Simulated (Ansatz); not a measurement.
# ZnO: geometry relaxation (part 3 of 3)

ZnO (slab, 12 atoms in the cell); DFT PBE-D3(BJ), scalar-relativistic, plane waves, PAW, PAW set soft_1, no spin polarisation (Ansatz 0.2.0); cutoff 420 eV, 2×2×1 k-mesh, Fermi–Dirac smearing of 0.02 eV. The structure derives from an entry of the Crystallography Open Database. The run did not end well. The input holds or restrains some coordinates. Forces given for the steps count only the free coordinates. It belongs to a series of runs on one base structure; here: start relaxed.

Geometry of the input (Å; fractional positions):
```
5.5339  0.0000  0.0000
-2.7670  5.3469  0.0000
0.0000  0.0000  17.3926
Zn 0.3333  0.0000  0.0575
Zn 0.4390  0.5446  0.1013
O  0.1597  0.6527  0.0909
O  0.2654  0.1974  0.1347
Zn 0.8780  0.0893  0.1451
Zn 0.9836  0.6339  0.1890
O  0.7043  0.7420  0.1786
O  0.8100  0.2866  0.2224
Zn 0.4226  0.1785  0.2328
Zn 0.5282  0.7232  0.2766
O  0.2490  0.8313  0.2662
O  0.3546  0.3759  0.3101
```

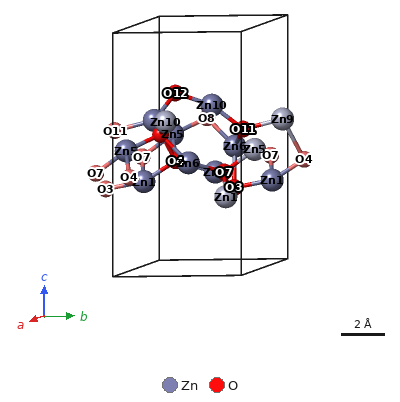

Figure 1. The geometry at step 18 of the log (ball-and-stick view of the cell of the calculation, with the vacuum cut short, seen slightly off an axis; neighbours outside the cell are drawn fainter; atoms are numbered from 1 in the order of the input).

### Trajectory as extended XYZ, continued
```
12
Lattice="5.5339 0.0000 0.0000 -2.7670 5.3469 0.0000 0.0000 0.0000 17.3926" Properties=species:S:1:pos:R:3:forces:R:3 step=10 energy=-23317.46110
Zn    1.8446    0.0000    1.0000    0.0436  -0.2396  -0.3183
Zn    1.1511    3.3383    1.2499   -0.2719  -0.0714   0.0717
O    -0.6214    3.6227    0.6803    0.1269   0.1919   0.1105
O     1.0803    1.4707    1.5732    0.1361  -0.0172   0.0257
Zn    5.1320    0.7024    2.5553   -0.2328   0.0033   0.1893
Zn    4.0384    3.4449    2.7373   -0.1166  -0.0547   0.0765
O     2.3283    4.1956    2.3524    0.2319   0.1773  -0.1552
O     3.9636    1.7300    3.4868    0.2585   0.1146   0.0146
Zn    2.4178    1.1110    4.4237   -0.0420  -0.1983  -0.0200
Zn    0.6274    3.4120    4.7367   -0.2612   0.1711  -0.1057
O    -0.4290    4.6133    3.8932    0.0783  -0.0047   0.0034
O     1.4907    2.1585    5.5846    0.0486  -0.0724   0.1081
12
Lattice="5.5339 0.0000 0.0000 -2.7670 5.3469 0.0000 0.0000 0.0000 17.3926" Properties=species:S:1:pos:R:3:forces:R:3 step=11 energy=-23317.54677
Zn    1.8446    0.0000    1.0000   -0.0959  -0.0490  -0.2220
Zn    1.1740    3.3581    1.2550    0.0306  -0.0126   0.1864
O    -0.5908    3.6295    0.7148    0.0109   0.0031  -0.0334
O     1.1337    1.4924    1.5981    0.1656  -0.0498   0.0599
Zn    5.1707    0.7448    2.6003   -0.1237  -0.1920   0.1597
Zn    4.0727    3.4317    2.7518   -0.2330   0.0160   0.0419
O     2.4211    4.2491    2.2626    0.1665   0.2174  -0.1968
O     4.0853    1.7693    3.6338    0.1412   0.1261   0.0220
Zn    2.4769    1.0942    4.4605   -0.0919  -0.0470   0.0389
Zn    0.6059    3.3755    4.7638    0.0145  -0.2102   0.1294
O    -0.3653    4.6117    3.8872    0.0095   0.1436  -0.0789
O     1.4869    2.1141    5.6083    0.0040   0.0541  -0.1078
12
Lattice="5.5339 0.0000 0.0000 -2.7670 5.3469 0.0000 0.0000 0.0000 17.3926" Properties=species:S:1:pos:R:3:forces:R:3 step=12 energy=-23317.64793
Zn    1.8446    0.0000    1.0000   -0.1520  -0.1238  -0.1627
Zn    1.2034    3.3765    1.2898   -0.0133  -0.0566   0.1214
O    -0.5554    3.6275    0.7294    0.0434  -0.0254  -0.0051
O     1.2196    1.5094    1.6640    0.0799   0.0957   0.2031
Zn    5.2119    0.7823    2.6731   -0.0203  -0.1383   0.1270
Zn    4.0710    3.4295    2.7610   -0.0749  -0.0658   0.1060
O     2.5251    4.3336    2.1364    0.0382   0.2653  -0.1474
O     4.1942    1.8250    3.7796    0.0760   0.1253  -0.1687
Zn    2.5218    1.0873    4.4892    0.0000  -0.1190  -0.0565
Zn    0.5697    3.3133    4.7928   -0.3031   0.2191  -0.1987
O    -0.3045    4.6186    3.8579    0.1813  -0.0592   0.1096
O     1.4818    2.0740    5.6190    0.1442  -0.1172   0.0714
12
Lattice="5.5339 0.0000 0.0000 -2.7670 5.3469 0.0000 0.0000 0.0000 17.3926" Properties=species:S:1:pos:R:3:forces:R:3 step=13 energy=-23317.73298
Zn    1.8446    0.0000    1.0000   -0.2664   0.1198   0.0278
Zn    1.2276    3.3931    1.3458    0.0899  -0.0151   0.0881
O    -0.5206    3.6203    0.7445    0.0946  -0.0244   0.0277
O     1.3332    1.5337    1.7784    0.2020  -0.0210   0.1121
Zn    5.2685    0.8155    2.7369    0.0921  -0.1642  -0.0027
Zn    4.0667    3.4378    2.7640   -0.1132   0.0099  -0.0457
O     2.6224    4.4373    2.0032   -0.0762   0.0639  -0.0415
O     4.2723    1.8774    3.8449   -0.1285   0.0942  -0.1215
Zn    2.5695    1.0604    4.4822   -0.0598   0.0703  -0.0265
Zn    0.5266    3.2632    4.7856    0.1740  -0.3230   0.1670
O    -0.2301    4.6111    3.8235    0.0405   0.0459  -0.0351
O     1.4999    2.0300    5.6064   -0.0498   0.1433  -0.1508
12
Lattice="5.5339 0.0000 0.0000 -2.7670 5.3469 0.0000 0.0000 0.0000 17.3926" Properties=species:S:1:pos:R:3:forces:R:3 step=14 energy=-23317.80582
Zn    1.8446    0.0000    1.0000   -0.1318   0.1903   0.1466
Zn    1.2354    3.3544    1.3746    0.0673  -0.0584   0.1252
O    -0.4829    3.6168    0.7131    0.0611  -0.0583  -0.1271
O     1.4481    1.5159    1.9364    0.1473  -0.0351  -0.1283
Zn    5.2940    0.7451    2.7541    0.0152  -0.0716   0.0998
Zn    4.0757    3.3711    2.6351    0.0082  -0.0985   0.0833
O     2.6725    4.4442    1.8838   -0.0916   0.1022  -0.0727
O     4.2535    1.8515    3.7747   -0.1102   0.0812  -0.1360
Zn    2.5398    0.9780    4.3193    0.0031   0.0226  -0.0547
Zn    0.5077    3.1419    4.6905    0.0556  -0.0773   0.0581
O    -0.1397    4.5196    3.6704    0.0228  -0.0138   0.0096
O     1.4646    1.8871    5.4871   -0.0475   0.0172  -0.0041
12
Lattice="5.5339 0.0000 0.0000 -2.7670 5.3469 0.0000 0.0000 0.0000 17.3926" Properties=species:S:1:pos:R:3:forces:R:3 step=15 energy=-23317.83592
Zn    1.8446    0.0000    1.0000    0.0789  -0.2566  -0.0589
Zn    1.2467    3.3216    1.4081   -0.0104   0.0418   0.0620
O    -0.4361    3.6109    0.6463   -0.0179   0.1745   0.1067
O     1.5338    1.4956    2.0099   -0.1037   0.0595  -0.0123
Zn    5.3193    0.6876    2.8028   -0.0058  -0.0381   0.0114
Zn    4.0927    3.3096    2.5436   -0.0587   0.0931  -0.1897
O     2.7087    4.4594    1.7964    0.0154   0.0550   0.1361
O     4.1986    1.8276    3.7088   -0.0282  -0.1558   0.0215
Zn    2.4886    0.8942    4.2065    0.0889   0.1349  -0.0267
Zn    0.4711    3.0336    4.6669   -0.0096   0.0448  -0.0638
O    -0.0760    4.4245    3.5853    0.0700  -0.0599   0.1078
O     1.3787    1.7169    5.4278   -0.0189  -0.0932  -0.0942
12
Lattice="5.5339 0.0000 0.0000 -2.7670 5.3469 0.0000 0.0000 0.0000 17.3926" Properties=species:S:1:pos:R:3:forces:R:3 step=16 energy=-23317.86992
Zn    1.8446    0.0000    1.0000   -0.0166   0.1969   0.0198
Zn    1.2397    3.3304    1.4632   -0.0209   0.0545   0.0686
O    -0.4118    3.6404    0.6337   -0.0223  -0.1328  -0.0302
O     1.5298    1.4935    2.0351   -0.0502  -0.0678  -0.1515
Zn    5.3301    0.6477    2.8449    0.0228   0.1204   0.1510
Zn    4.1002    3.2785    2.4811    0.0047  -0.0742  -0.0313
O     2.7170    4.4649    1.8084    0.0877  -0.1766  -0.0454
O     4.1583    1.7951    3.6621    0.0051   0.1610  -0.0080
Zn    2.4796    0.8475    4.1104    0.1201   0.0926   0.0058
Zn    0.4701    2.9651    4.6133    0.0115  -0.0313   0.0371
O    -0.0137    4.3640    3.5245    0.0249  -0.0841   0.0347
O     1.3004    1.5690    5.3302   -0.1668  -0.0585  -0.0510
12
Lattice="5.5339 0.0000 0.0000 -2.7670 5.3469 0.0000 0.0000 0.0000 17.3926" Properties=species:S:1:pos:R:3:forces:R:3 step=17 energy=-23317.93124
Zn    1.8446    0.0000    1.0000   -0.0192  -0.0262  -0.1158
Zn    1.2356    3.3370    1.5192    0.0193   0.1931   0.0205
O    -0.3935    3.6379    0.6269   -0.0688  -0.0062   0.0035
O     1.5239    1.4854    2.0256   -0.0036  -0.0055   0.0297
Zn    5.3590    0.6378    2.9128    0.1404  -0.1259   0.0941
Zn    4.1155    3.2513    2.4417    0.0334   0.0539  -0.1350
O     2.7378    4.4567    1.8310   -0.0320   0.0784   0.0686
O     4.1482    1.8163    3.6540   -0.1066  -0.0783   0.1007
Zn    2.4989    0.8305    4.0659    0.0543   0.0338   0.0726
Zn    0.4584    2.9083    4.5952   -0.0461   0.0788   0.0485
O     0.0505    4.3204    3.5018    0.0098   0.1180   0.0243
O     1.1893    1.4292    5.2518    0.0195  -0.3139  -0.2122
12
Lattice="5.5339 0.0000 0.0000 -2.7670 5.3469 0.0000 0.0000 0.0000 17.3926" Properties=species:S:1:pos:R:3:forces:R:3 step=18 energy=-23318.02900
Zn    1.8446    0.0000    1.0000   -0.1171   0.1898  -0.0795
Zn    1.2349    3.3705    1.5695    0.0363   0.0781   0.0022
O    -0.3846    3.6438    0.6243    0.0114  -0.0729   0.0479
O     1.5296    1.4888    2.0281    0.0247   0.0999   0.0171
Zn    5.3985    0.6200    2.9961    0.1925   0.0010   0.2957
Zn    4.1291    3.2378    2.4106    0.0332  -0.1075  -0.0174
O     2.7556    4.4742    1.8593   -0.0785   0.0023   0.0413
O     4.1376    1.8269    3.6654    0.0021   0.0562  -0.0399
Zn    2.5236    0.8179    4.0398    0.0305   0.0608   0.0340
Zn    0.4528    2.8679    4.5893   -0.0661  -0.1092   0.0536
O     0.1018    4.3073    3.4985    0.0720  -0.1394   0.0531
O     1.0965    1.2830    5.1605   -0.1410  -0.0587  -0.4086
12
Lattice="5.5339 0.0000 0.0000 -2.7670 5.3469 0.0000 0.0000 0.0000 17.3926" Properties=species:S:1:pos:R:3:forces:R:3 step=19 energy=-23318.17205
Zn    1.8446    0.0000    1.0000   -0.2323   0.3821   0.0470
Zn    1.2419    3.4012    1.6107    0.0741   0.0112  -0.0026
O    -0.3721    3.6422    0.6288    0.0157  -0.0385   0.0718
O     1.5481    1.5024    2.0351    0.0952   0.0098  -0.0585
Zn    5.4510    0.6017    3.0959    0.2644  -0.1065   0.3324
Zn    4.1426    3.2159    2.3827   -0.0529  -0.1060  -0.0454
O     2.7728    4.4947    1.8893   -0.0234  -0.0162   0.0552
O     4.1372    1.8398    3.6734   -0.0657   0.1006  -0.0303
Zn    2.5509    0.8101    4.0137    0.0912   0.0021  -0.1002
Zn    0.4352    2.8223    4.5827   -0.1610   0.0083  -0.0095
O     0.1515    4.2825    3.5043    0.0669  -0.0754   0.0891
O     1.0069    1.1607    5.0363   -0.0719  -0.1708  -0.3491
12
Lattice="5.5339 0.0000 0.0000 -2.7670 5.3469 0.0000 0.0000 0.0000 17.3926" Properties=species:S:1:pos:R:3:forces:R:3 step=20 energy=-23318.27369
Zn    1.8446    0.0000    1.0000   -0.2445   0.4132   0.0697
Zn    1.2607    3.4225    1.6528    0.0319  -0.0642  -0.0284
O    -0.3524    3.6411    0.6364    0.0691  -0.0253   0.1004
O     1.5884    1.5063    2.0393    0.1257   0.1073  -0.0895
Zn    5.5144    0.5548    3.1986   -0.0652  -0.3208  -0.0742
Zn    4.1542    3.1828    2.3436   -0.0441  -0.1770  -0.0379
O     2.8032    4.5081    1.9140   -0.0932  -0.0141  -0.0006
O     4.1392    1.8451    3.6724    0.1270   0.1624  -0.0357
Zn    2.5910    0.7917    3.9664   -0.0169  -0.0499  -0.1240
Zn    0.4035    2.7642    4.5789   -0.1384  -0.1530  -0.0006
O     0.2109    4.2529    3.5190    0.0824  -0.1172   0.0850
O     0.9508    1.0229    4.9103    0.1662   0.2398   0.1367
12
Lattice="5.5339 0.0000 0.0000 -2.7670 5.3469 0.0000 0.0000 0.0000 17.3926" Properties=species:S:1:pos:R:3:forces:R:3 step=21 energy=-23318.37120
Zn    1.8446    0.0000    1.0000   -0.0829   0.1804   0.1336
Zn    1.2970    3.4061    1.6783   -0.0956   0.0403   0.1770
O    -0.3112    3.6352    0.6435    0.0801  -0.0752   0.0441
O     1.7639    1.5190    2.0396    0.0889   0.1116  -0.1174
Zn    5.5612    0.3984    3.3141   -0.1300  -0.3179   0.0210
Zn    4.1591    3.0437    2.2207   -0.0535  -0.1478   0.0167
O     2.8681    4.4946    1.8981   -0.0239   0.0118   0.0217
O     4.2391    1.8260    3.6579   -0.0410   0.0253  -0.1321
Zn    2.6623    0.7553    3.9086   -0.0808  -0.0834   0.0178
Zn    0.3794    2.6782    4.5919    0.1182   0.2280  -0.0319
O     0.3881    4.2187    3.5843    0.1011   0.0537  -0.1499
O     1.0366    0.9695    4.9228    0.1187  -0.0269  -0.0006
12
Lattice="5.5339 0.0000 0.0000 -2.7670 5.3469 0.0000 0.0000 0.0000 17.3926" Properties=species:S:1:pos:R:3:forces:R:3 step=22 energy=-23318.52524
Zn    1.8446    0.0000    1.0000   -0.0834  -0.0825   0.2835
Zn    1.2965    3.4045    1.7402   -0.0239   0.0835   0.0459
O    -0.2777    3.6168    0.6616   -0.1099   0.0542  -0.0816
O     1.9185    1.5485    2.0128    0.2621   0.0336  -0.3081
Zn    5.5651    0.2412    3.4253   -0.3568  -0.1950   0.1143
Zn    4.1331    2.9076    2.1062   -0.3428  -0.0430  -0.2405
O     2.9002    4.4801    1.8981    0.2665   0.0859   0.0066
O     4.2965    1.8123    3.6202    0.1867  -0.1455   0.1170
Zn    2.7021    0.7258    3.8383   -0.1028   0.0937   0.0736
Zn    0.3966    2.6535    4.5522    0.1876   0.0188  -0.1509
O     0.5498    4.2268    3.5748    0.2620  -0.0278   0.2282
O     1.1088    0.9343    4.9090   -0.1472   0.1251  -0.0890
12
Lattice="5.5339 0.0000 0.0000 -2.7670 5.3469 0.0000 0.0000 0.0000 17.3926" Properties=species:S:1:pos:R:3:forces:R:3 step=23 energy=-23318.80248
Zn    1.8446    0.0000    1.0000   -0.1563  -0.0342   0.3834
Zn    1.2979    3.4199    1.7607   -0.0350   0.1181  -0.0691
O    -0.2824    3.6183    0.6552    0.2563  -0.1910   0.0476
O     2.0941    1.5840    1.9434    0.3160   0.2579  -0.3741
Zn    5.5336    0.1165    3.5311   -0.6409  -0.3097  -0.0517
Zn    4.0792    2.8009    1.9895   -0.5023  -0.2339  -0.0335
O     2.9406    4.4985    1.8928    0.1080   0.0501   0.0605
O     4.3439    1.8061    3.6072    0.0009  -0.0317  -0.0674
Zn    2.7155    0.7175    3.8033   -0.0622   0.1729   0.1521
Zn    0.4022    2.6257    4.5247    0.1272   0.2167  -0.2366
O     0.7178    4.2434    3.6388    0.3438   0.0996   0.2353
O     1.1168    0.9160    4.8905    0.2423  -0.1148  -0.0460
12
Lattice="5.5339 0.0000 0.0000 -2.7670 5.3469 0.0000 0.0000 0.0000 17.3926" Properties=species:S:1:pos:R:3:forces:R:3 step=24 energy=-23319.05445
Zn    1.8446    0.0000    1.0000   -0.2078  -0.2745   0.5210
Zn    1.2980    3.4373    1.7770    0.1059   0.1747  -0.2148
O    -0.2563    3.5884    0.6716    0.0274  -0.0002   0.1867
O     2.2531    1.6409    1.8466   -0.2031  -0.3022  -0.3932
Zn    5.4739   -0.0008    3.6077   -0.3382   0.0439   0.1298
Zn    4.0099    2.6892    1.8970   -0.0321   0.2768  -0.3087
O     2.9618    4.5069    1.8919    0.3032   0.1041  -0.1342
O     4.3710    1.8121    3.5782    0.1642  -0.0702   0.2159
Zn    2.7269    0.7214    3.7654    0.0260   0.2351   0.2401
Zn    0.4199    2.6159    4.4749    0.0923  -0.0236  -0.2551
O     0.8826    4.2833    3.7000    0.0085  -0.1866   0.2938
O     1.1544    0.8833    4.8611    0.0533   0.0231  -0.2816
12
Lattice="5.5339 0.0000 0.0000 -2.7670 5.3469 0.0000 0.0000 0.0000 17.3926" Properties=species:S:1:pos:R:3:forces:R:3 step=25 energy=-23319.12778
Zn    1.8446    0.0000    1.0000    0.0744   0.2040   0.0530
Zn    1.3520    3.5229    1.6613    0.3464  -0.0230  -0.0463
O    -0.2213    3.6239    0.6513   -0.0188  -0.2335  -0.0357
O     2.3072    1.6753    1.6677   -0.1916   0.1473   0.1244
Zn    5.4189    0.0093    3.5779    0.3518   0.2244   0.1881
Zn    3.9893    2.7145    1.7809    0.2864  -0.0800   0.0266
O     3.0158    4.5772    1.8209   -0.3876  -0.1945   0.1247
O     4.4172    1.8685    3.5329   -0.4645  -0.0640  -0.2997
Zn    2.7654    0.8061    3.7534    0.4349   0.0880  -0.0691
Zn    0.4808    2.6366    4.3341    0.0596   0.2807   0.0393
O     0.9804    4.3287    3.7213   -0.4303  -0.0012  -0.0867
O     1.1848    0.9307    4.7396   -0.0606  -0.3482  -0.0186
```

### What the run reported

```tsv
quantity	value
outcome	not converged
hardware	1 thread of Arm Neoverse V1, 24 GiB of memory available, shared host
wall time	3.2 min
peak memory	0.64 GiB
```

### Diagnosis

The run did not converge: “geometry relaxation did not converge after 25 steps: max|allowed force component| = 4.65e-1 eV/Å (threshold 8.0e-2). Raise `relax.max_steps` over both its present limit and 25, loosen `relax.f_tol`, or start from a geometry closer to equilibrium …” Its last values are not results. The input asks for low accuracy.
